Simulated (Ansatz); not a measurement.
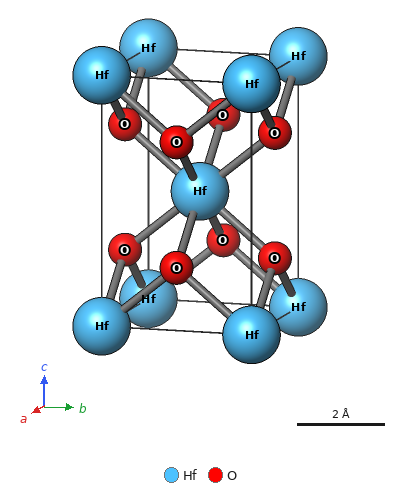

Figure 1. The structure as given in the input (ball-and-stick view of the cell 2 times as large as that of the calculation, set on its symmetry axes, seen slightly off an axis). An atom can appear more than once, as a periodic image.

Single-point calculation of HfO2

- system: HfO2 (I4/mmm, 3 atoms in the cell)
- method: DFT PBE, scalar-relativistic, plane waves, PAW, no spin polarisation (Ansatz 0.2.0)

The structure derives from an entry of the Crystallography Open Database. It belongs to a series of runs on one base structure; here: strain +0.1500 x Voigt [0, 1, 0, 0, 0, 0], atoms carried along.

Input file
```yaml
crystal:
  lattice:
    - [0.0, 2.941125, 2.5575]
    - [2.5575, 0.0, 2.5575]
    - [2.5575, 2.941125, 0.0]
  atoms:
    - { symbol: Hf, position: [0.0, 0.0, 0.0] }
    - { symbol: O, position: [0.25, 0.25, 0.25] }
    - { symbol: O, position: [0.75, 0.75, 0.75] }
basis:
  ecutwfc: 420
kpoints:
  mp_grid: { grid: [8, 8, 8] }
hamiltonian:
  xc: pbe
scf:
  occupations: { method: gaussian, width: 0.05 }
output:
  forces: true
  stress: true
  eigenvalues: true
  write_density: true
  write_potential: true
  elf: true
  volumetric_format: npy
```

Run on 1 thread of Intel Xeon (Sapphire Rapids), 32 GiB of memory available, shared host.

Command:
```bash
ansatz run input.yaml --threads 1 --pin off --max-ram 2560MiB --backend cpu --events-out ev --progress --plain --runs-dir out
```

Log
```
Engine: ansatz 0.2.0, x86_64-unknown-linux-gnu
Pseudopotentials: kind: paw
Pseudopotential: Hf, paw, valence charge 26, recommended cutoff 420 eV (normal), Hf.paw.azcp
Pseudopotential: O, paw, valence charge 6, recommended cutoff 420 eV (normal), O.paw.azcp
Functional definition: PBE
  parameter kappa = 0.804
  parameter beta = 0.06672455060314922
  exchange = pbe_x(kappa = kappa, mu = beta*pi^2/3)
  correlation = pbe_c(beta = beta)
Crystal: 3 atoms, lattice volume = 38.475 Å³
Basis set: ecut = 420 eV, 765 PW (Γ), exchange–correlation on 54×50×54 points (8 copies of the dense FFT grid, shifted against one another)
Bands: 23, of which v1, the nominal top of the filled ones, is band 19 counted from 1 (18 counted from 0)
Symmetry: 16 space group operations
Space group: I4/mmm (ITA 139), of the structure as read, at distance tolerance 3.4e-5 Å
k-points: 59 of 512
Non-local potential: Hf, projectors of the file, l = 0: 3, l = 1: 2, l = 2: 2, l = 3: 3
Non-local potential: O, projectors of the file, l = 0: 2, l = 1: 2, l = 2: 1
PAW form: soft (Blöchl's): semilocal exchange-correlation on the pseudo side does not see the compensation charge
PAW one-centre angular grid: Hf, 590 points (default); XC on 64 Gauss nodes
PAW one-centre angular grid: O, 110 points (default); XC on 64 Gauss nodes
Initial density: superposition of atomic densities (neutral atoms: chi_scale 0, normalization atom), corrected by the library's trained network
Initial wavefunctions: pseudopotential atomic-orbital guess
Functional: x = pbe(κ = 0.804, μ = 0.2195149727645171), c = pbe(β = 0.06672455060314922)
SCF iter   1: F=—  HF=-16860.300596 eV  |F-HF|=—  |Δ(HF+E_count)|=         —  Δρ=3.92e-3  dr2=5.68e-3  ethr=1.77e-3  ⟨swp⟩=4.1  Hψ=4878  notcnv=0
preconditioner: auto → none  [insulator: Δε(μ)=1.655 eV  Ē_g=17.345 eV  σ=0.050 eV  W_gap=1.00  n_scr=14 (ndim 8)  ℏωp=35.9 eV  f_vac=0.081  D(μ)=0.00/eV (n_scr^D=0)  ε∞_Penn≈5.3]
SCF iter   2: F=—  HF=-16860.301917 eV  |F-HF|=—  |Δ(HF+E_count)|=   1.32e-3  Δρ=3.74e-3  dr2=4.77e-3  ethr=1.50e-5  ⟨swp⟩=2.0  Hψ=2943  notcnv=0
SCF iter   3: F=—  HF=-16860.300929 eV  |F-HF|=—  |Δ(HF+E_count)|=   9.88e-4  Δρ=9.40e-4  dr2=2.00e-4  ethr=1.25e-5  ⟨swp⟩=2.0  Hψ=1900  notcnv=0
SCF iter   4: F=—  HF=-16860.301093 eV  |F-HF|=—  |Δ(HF+E_count)|=   1.64e-4  Δρ=1.62e-4  dr2=6.19e-6  ethr=5.26e-7  ⟨swp⟩=2.0  Hψ=2375  notcnv=0
SCF iter   5: F=—  HF=-16860.301099 eV  |F-HF|=—  |Δ(HF+E_count)|=   6.49e-6  Δρ=3.71e-5  dr2=2.83e-7  ethr=1.63e-8  ⟨swp⟩=2.0  Hψ=2046  notcnv=0
SCF iter   6: F=-16860.301100 eV  HF=-16860.301100 eV  |F-HF|=2.32e-9  |Δ(HF+E_count)|=   6.16e-7  Δρ=3.50e-6  dr2=2.96e-9  ethr=2.63e-10  ⟨swp⟩=9.9  Hψ=9987  notcnv=0
SCF 1 converged in 6 iterations: F = -16860.301100 eV  dr2 = 2.96e-9
  greatest PAW one-centre occupation: 0.999 electrons in one spin orbital (limit 2), on the Hf atom at site 0 (counted from 0), in its partial waves of l = 3
SCF converged after 6 iterations
Free energy (F): -16860.301100 eV
Harris-Foulkes:  -16860.301100 eV  (|F-HF|=2.32e-9)
Internal energy: -16860.301100 eV  (E = F + TS)
E sigma→0 (E₀):  -16860.301100 eV
Fermi energy:    14.332465 eV
--- Per-component energies (eV) ---
  E_band       = -74.783179
  E_kinetic    = 758.397399
  E_local      = -6187.765886  (includes V_loc(G=0)·N_el)
  E_nonlocal   = -1149.124538
  E_hartree    = 2796.259835
  E_xc         = -443.977636
  E_vxc        = -449.742029  (∫ρ·V_xc dr)
  E_paw        = -7239.447827  (= ΣΔE_a)
  E_vpaw       = 1360.930490  (= ΣTr[D̂ρ^β])
  E_aug_tail   = 0.004864  (compensation charges beyond the density's cutoff)
  E_ewald      = -5394.647312
  E_smearing   = -0.000000  (= −TS)
  E_closure    = -0.000000  (closes the sum)
  Σ components = -16860.301100   (vs F -16860.301100, Δ=0.00e0)
--- Forces (eV/Å), atoms counted from 1 ---
  atom   1  Hf    -0.00000000     0.00000000     0.00000000
  atom   2  O     -0.00000000     0.00000000     0.00000000
  atom   3  O      0.00000000     0.00000000     0.00000000
  max |Σ_I F_I| component: 1.73e-18 eV/Å
--- Stress (GPa, compression-positive) ---
       -8.005715       0.000000       0.000000
        0.000000     -62.283223       0.000000
        0.000000       0.000000      -8.005715
  P = ⅓ Tr σ = -26.0982 GPa (-260.982 kbar)
--- Band table (eV; the first three rows and the last of 59) ---
  k-point 0: bands = ["-48.9574", "-17.4588", "-17.4588", "-17.3210", "-4.8113", "-2.5208", "1.0704", "1.0704", "1.1096", "1.1288", "1.1378", "1.1378", "1.2689", "8.6400", "8.6551", "8.6551", "11.4980", "13.0443", "13.0443", "15.1320", "16.8781", "18.0657", "20.8825"]
  k-point 1: bands = ["-48.9566", "-17.4845", "-17.4603", "-17.3304", "-4.6727", "-2.6227", "1.0706", "1.0721", "1.1120", "1.1273", "1.1364", "1.1369", "1.2453", "8.7440", "8.7971", "8.9472", "11.2494", "12.6399", "12.7875", "15.5194", "16.9751", "18.5715", "20.5757"]
  k-point 2: bands = ["-48.9546", "-17.5490", "-17.4638", "-17.3493", "-4.3247", "-2.8625", "1.0706", "1.0762", "1.1184", "1.1225", "1.1339", "1.1360", "1.1995", "8.9547", "9.1738", "9.6509", "10.8014", "11.9134", "12.2498", "16.2413", "17.0119", "19.0230", "20.3454"]
  k-point 58: bands = ["-48.9528", "-17.5197", "-17.4958", "-17.4958", "-3.6854", "-2.9802", "1.0779", "1.0779", "1.1123", "1.1198", "1.1216", "1.1216", "1.1461", "7.3104", "10.0768", "10.0768", "12.1954", "12.1954", "12.3394", "16.1759", "16.9228", "17.5679", "19.2106"]
```

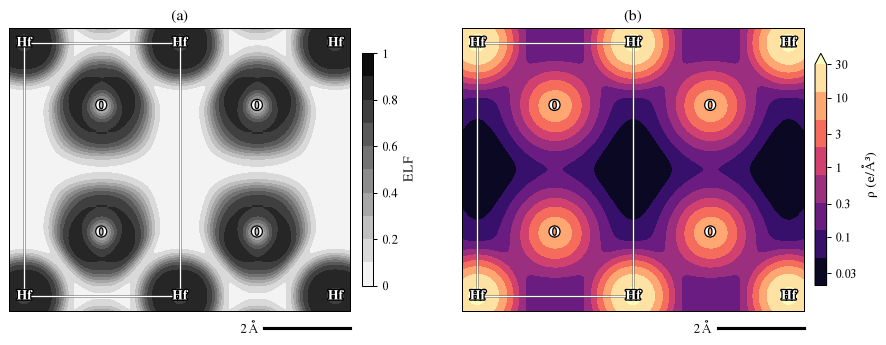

Figure 2. (a) electron localisation function; (b) valence electron density on the (100) plane of the conventional cell. Hf–O (2.33 Å): ρ is about 0.42 e/Å³ halfway; the ELF is about 0.15 at the midpoint. Away from the nuclei the density in this plane falls to 0.02 e/Å³ at its lowest. The strong features right at Hf lie inside the PAW spheres (semicore, d or f shells) and say nothing about bonding. The fields are those of the smooth PAW valence density.

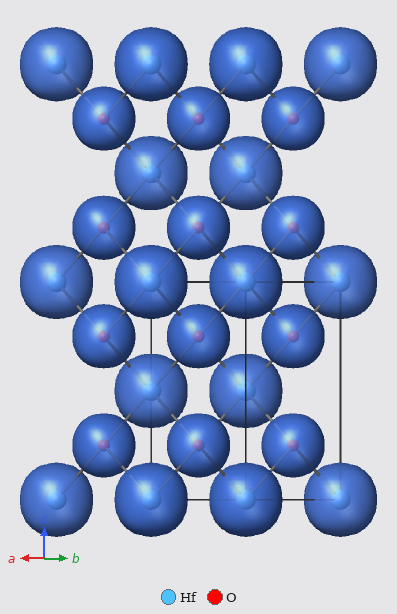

Figure 3. Isosurface of the valence charge density (pseudo) at 0.6 e/Å³ (blue), seen along [110]. Sticks mark near contacts. The outline is the cell set on symmetry axes. At this value the density breaks into separate islands; it holds about 85 % of the electrons treated as valence (semicore included). It is pinched off along the Hf–O (2.33 Å) contacts. On the grid the lowest density along these lines, outside the cores, is 0.41 e/Å³ (Hf–O, 2.33 Å).

Key numbers

| quantity | value |
| --- | --- |
| outcome | converged |
| space group (tolerance 0.01 Å) | I4/mmm (139) |
| electrons treated | 38 |
| free energy | −16860.3011 eV |
| Fermi energy | 14.332 eV |
| gap on the k-point mesh | 1.60 eV |
| pressure | −26.10 GPa |
| largest force (length of the vector) | under 0.001 eV/Å |
| wall time | 2.3 s |
| peak memory | 0.41 GiB |

Spin–orbit coupling is left out, which matters for Hf.
